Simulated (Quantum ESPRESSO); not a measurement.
# ZnS (F-43m): from Born charge to LO-TO splitting

How high does the longitudinal optical mode of ZnS (F-43m) lie, given the transverse one, the Born charge and ε∞?

Main program and level: Quantum ESPRESSO 7.5; DFT PBE, scalar-relativistic, plane waves, PseudoDojo norm-conserving pseudopotentials.

The database entry behind the starting cell differs from later determinations by our own check (about 0.1 % short), so it need not match the best structure at ambient conditions.

## 1. The relaxed structure

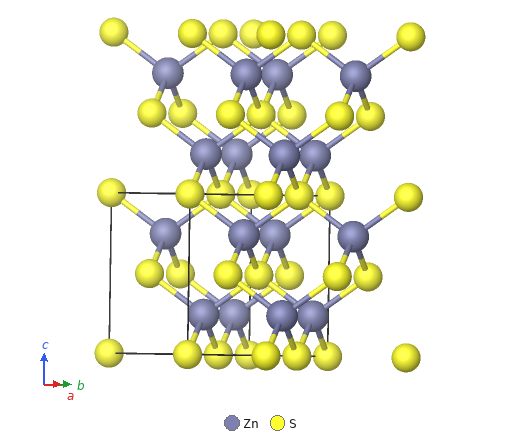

The cell as given, slightly off an axis (zinc blue, sulfur yellow). 2×1×2 cells are drawn. This picture shows the conventional cell, with its axes. Bonds to atoms that aren't drawn are left out. Some periodic images of atoms are drawn too.

Structure file:

```
Zn S
1.0
    -2.72403    0.00000    2.72403
     0.00000    2.72403    2.72403
    -2.72403    2.72403    0.00000
Zn S
1 1
Direct
  0.25000 0.25000 0.25000
  0.00000 0.00000 0.00000
```

This is the cell after its relaxation at this level of theory, not the database cell from which that began.

## 2. What the response run gave

A linear-response run on the relaxed cell, with the response to an electric field; only its zone-centre results are used. Cutoff 92 Ry, k mesh 10×10×10.

What it wrote:

```text
[banners, grids, parts of the stress and lines that vanish by symmetry left out]
Program PHONON v.7.5
     Reading xml data from directory:

[...]
Exchange-correlation= PBE
                           (   1   4   3   4   0   0   0)
[...]
(   3 q-points):
[...]
kinetic-energy cut-off    =      92.0000  Ry
     charge density cut-off    =     368.0000  Ry
     convergence threshold     =      1.0E-18
[...]
Exchange-correlation= PBE
                           (   1   4   3   4   0   0   0)
[...]
q = (   0.0000000   0.0000000   0.0000000 )
     25 Sym.Ops. (with q -> -q+G )
     G cutoff =  494.0135  (  32647 G-vectors)     FFT grid: ( 45, 45, 45)
     number of k points=    47
[...]
Mode symmetry, T_d (-43m)  point group:
[...]
Dielectric constant
[...]
End of electric fields calculation
          Dielectric constant in cartesian axis
          (       6.006666975      -0.000000000       0.000000000 )
          (      -0.000000000       6.006666975       0.000000000 )
          (       0.000000000       0.000000000       6.006666975 )
          Effective charges (d Force / dE) in cartesian axis without acoustic sum rule applied (asr)
           atom    1  Zn    Mean Z*:        2.03269
      Ex  (        2.03269        0.00000        0.00000 )
      Ey  (        0.00000        2.03269       -0.00000 )
      Ez  (       -0.00000       -0.00000        2.03269 )
           atom    2  S     Mean Z*:       -2.03584
      Ex  (       -2.03584        0.00000       -0.00000 )
      Ey  (        0.00000       -2.03584       -0.00000 )
      Ez  (       -0.00000        0.00000       -2.03584 )
          Effective charges Sum: Mean:       -0.00315
[...]
Effective charges (d Force / dE) in cartesian axis with asr applied:
           atom    1  Zn    Mean Z*:        2.03427
[...]
atom    2  S     Mean Z*:       -2.03427
[...]
Representation #   1 modes #   1   2   3
[...]
End of self-consistent calculation
     Convergence has been achieved
     Representation #   2 modes #   4   5   6
[...]
End of self-consistent calculation
     Convergence has been achieved
[...]
Dielectric constant in cartesian axis
          (       6.006666975      -0.000000000       0.000000000 )
          (      -0.000000000       6.006666975       0.000000000 )
          (       0.000000000       0.000000000       6.006666975 )
          Effective charges (d Force / dE) in cartesian axis without acoustic sum rule applied (asr)
           atom    1  Zn    Mean Z*:        2.03269
[...]
q = (    0.000000000   0.000000000   0.000000000 )
[...]
freq (    1) =      -0.093284 [THz] =      -3.111617 [cm-1]
     freq (    2) =      -0.093284 [THz] =      -3.111617 [cm-1]
     freq (    3) =      -0.093284 [THz] =      -3.111617 [cm-1]
     freq (    4) =       7.779710 [THz] =     259.503181 [cm-1]
     freq (    5) =       7.779710 [THz] =     259.503181 [cm-1]
     freq (    6) =       7.779710 [THz] =     259.503181 [cm-1]
[...]
Mode symmetry, T_d (-43m)  point group:
     freq (   1-   3) =         -3.1  [cm-1]   --> T_2  G_15 P_4   I+R
     freq (   4-   6) =        259.5  [cm-1]   --> T_2  G_15 P_4   I+R
[...]
Mode symmetry, C_3v (3m)   point group:
[...]
Representation #   1 mode #   1
[...]
End of self-consistent calculation
     Convergence has been achieved
     Representation #   2 mode #   2
[...]
End of self-consistent calculation
     Convergence has been achieved
     Representation #   3 modes #   3   4
[...]
Convergence has been achieved
     Representation #   4 modes #   5   6
[...]
Convergence has been achieved
[...]
q = (    0.353553391  -0.353553391   0.353553391 )
[...]
freq (    1) =       2.099081 [THz] =      70.017808 [cm-1]
     freq (    2) =       2.099081 [THz] =      70.017808 [cm-1]
     freq (    3) =       5.648005 [THz] =     188.397165 [cm-1]
     freq (    4) =       8.178517 [THz] =     272.805956 [cm-1]
     freq (    5) =       8.178517 [THz] =     272.805956 [cm-1]
     freq (    6) =       9.554283 [THz] =     318.696568 [cm-1]
[...]
Mode symmetry, C_3v (3m)   point group:
     freq (   1-   2) =         70.0  [cm-1]   --> E    L_3
     freq (   3-   3) =        188.4  [cm-1]   --> A_1  L_1
     freq (   4-   5) =        272.8  [cm-1]   --> E    L_3
     freq (   6-   6) =        318.7  [cm-1]   --> A_1  L_1
[...]
Mode symmetry, D_2d (-42m) point group:
[...]
Representation #   1 mode #   1
[...]
Convergence has been achieved
     Representation #   2 mode #   2
[...]
Convergence has been achieved
     Representation #   3 modes #   3   4
[...]
End of self-consistent calculation
     Convergence has been achieved
     Representation #   4 modes #   5   6
[...]
End of self-consistent calculation
     Convergence has been achieved
[...]
q = (    0.000000000  -0.707106781   0.000000000 )
[...]
freq (    1) =       2.690827 [THz] =      89.756321 [cm-1]
     freq (    2) =       2.690827 [THz] =      89.756321 [cm-1]
     freq (    3) =       6.107489 [THz] =     203.723920 [cm-1]
     freq (    4) =       8.758723 [THz] =     292.159546 [cm-1]
     freq (    5) =       8.758723 [THz] =     292.159546 [cm-1]
     freq (    6) =       9.243108 [THz] =     308.316892 [cm-1]
[...]
Mode symmetry, D_2d (-42m) point group:
     freq (   1-   2) =         89.8  [cm-1]   --> E    X_5  W_3
     freq (   3-   3) =        203.7  [cm-1]   --> A_1  X_1  W_1
     freq (   4-   5) =        292.2  [cm-1]   --> E    X_5  W_3
     freq (   6-   6) =        308.3  [cm-1]   --> B_2  X_3  W_2

   JOB DONE.
```

```csv
quantity,value
cell volume Ω (Å³),40.426
mass of Zn (u),65.380
mass of S (u),32.060
"Born charge of Zn, raw (e)",2.033
"Born charge of S, raw (e)",-2.036
ε∞,6.007
ω(TO) after the sum rule (cm⁻¹),259.5
```

## 3. The calculation

The charges must sum to zero over the cell; taking off their mean, -0.002 e, leaves Z* = 2.034 e on Zn. In the polar mode Zn moves against S, so the reduced mass is μ = 65.38 × 32.06 / 97.44 = 21.512 u.

A longitudinal wave builds up a field that adds to the restoring force: ω(LO)² = ω(TO)² + 4π Z*² / (μ Ω ε∞), in Hartree atomic units. With μ = 39213 electron masses and Ω = 272.81 bohr³ the second term is 8.0926e-07 Ha², or 38982 cm⁻² (1 Ha = 219474.6 cm⁻¹).

So ω(LO) = √(67351 + 38982) = 326.1 cm⁻¹, and by the Lyddane-Sachs-Teller relation ε₀ = ε∞ (ω(LO)/ω(TO))² = 9.48.

## 4. Check against the program

The analysis program adds the same non-analytic term to the full matrix, here for q along (1 0 0).

What it wrote:

```text
[banner, memory and clock lines left out]
Program DYNMAT v.7.5

     Reading Dynamical Matrix from file x.dyn1
     ...Force constants read
     ...epsilon and Z* read

     Polarizability (A^3 units)
     multiply by 0.374688 for Clausius-Mossotti correction
        16.106583   -0.000000    0.000000
        -0.000000   16.106583    0.000000
         0.000000    0.000000   16.106583

     IR activities are in (D/A)^2/amu units

# mode   [cm-1]    [THz]      IR
    1     -0.00   -0.0000    0.0000
    2     -0.00   -0.0000    0.0000
    3      0.00    0.0000    0.0000
    4    259.52    7.7801    4.4383
    5    259.52    7.7801    4.4383
    6    326.08    9.7758    4.4383
```

ε₀ comes from the program's run without a direction of q.

```csv
quantity,by hand,program
ω(LO) (cm⁻¹),326.1,326.1
ε₀,9.48,9.48
```

## 5. What came out

```
TO mode                    : 259.5 cm⁻¹
LO mode                    : 326.1 cm⁻¹
static dielectric constant : 9.483
```

**Reading.** The LO mode of ZnS (F-43m) lies at 326 cm⁻¹, 67 cm⁻¹ above the TO mode; the formula meets the program within 0.1 cm⁻¹, as it must for a cubic crystal with one polar mode. ω(LO)² − ω(TO)² goes with Z*²/ε∞: an error of 5 % in ε∞ would move the LO mode by 2.9 cm⁻¹, and semilocal functionals tend to overestimate ε∞. These are harmonic values at zero temperature, at the volume of this functional, for the structure held cubic; stability elsewhere in the zone is no part of this calculation.

[Host names and launcher messages were left out of these logs when they were recorded.]

[Logs are printed without paths, hosts, clocks, repeated set-up lines and the standing remarks that a program may print on its own settings, such as how far it seeks lower states.]

[Hosts, paths, dates, database ids (printed as entryN), source tags and the programs' standing remarks are cut or masked in the printed files.]
